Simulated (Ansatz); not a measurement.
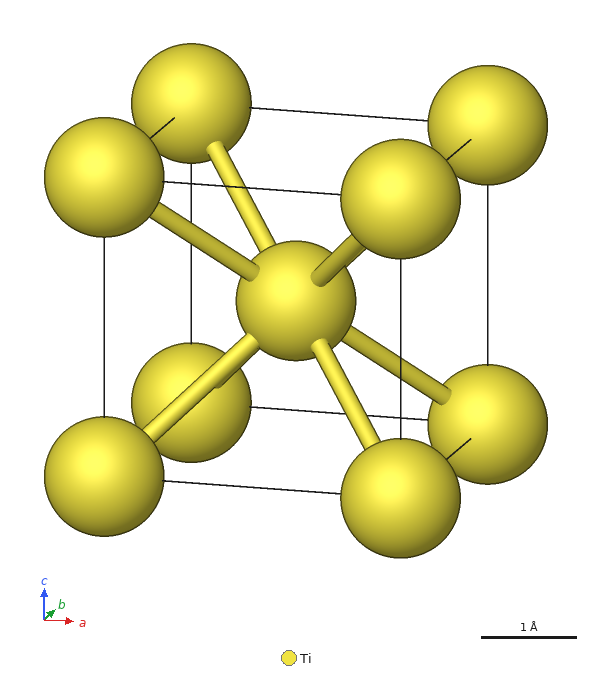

This is crystalline Ti (set up in Im-3m). A ball-and-stick model of the conventional cell (2 times the calculation's cell), seen slightly off an axis. Lengths and directions refer to the drawn axes.

Method: DFT r2SCAN, scalar-relativistic, plane waves, PAW (Ansatz). Set-up: plane-wave cutoff 500 eV; occupations gaussian; smearing width 0.1 eV; no spin polarisation. The k-mesh is chosen for each cell (18×18×18, 20×20×20).

The variant: Every titanium atom is replaced by silicon, which gives Si. Cell and atoms are relaxed again (to zero pressure within 0.1 GPa, forces under 0.01 eV/Å).

> Predict the response.

The volume per atom goes from 17.19 to 14.11 Å³. The drawn cell changes as follows: a = b = c 3.252 → 3.045 Å (−6.4 %); the volume changes by −17.9 %. The space group stays Im-3m (No. 229).

Drawn alike, the variant:

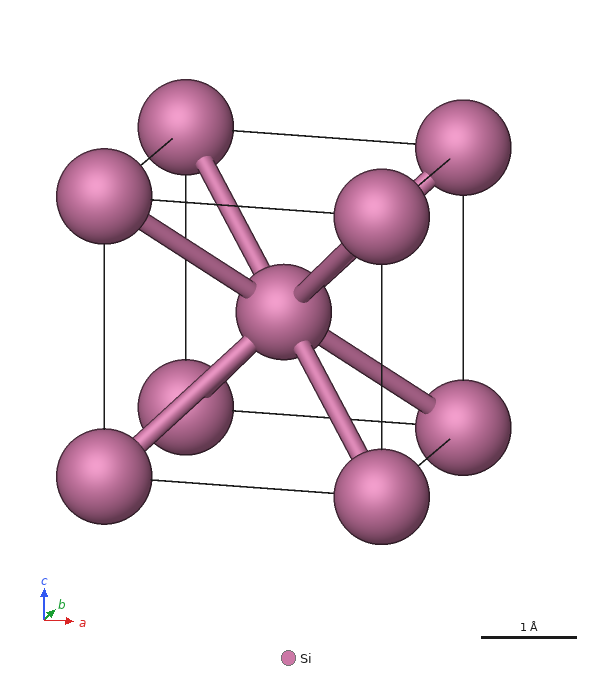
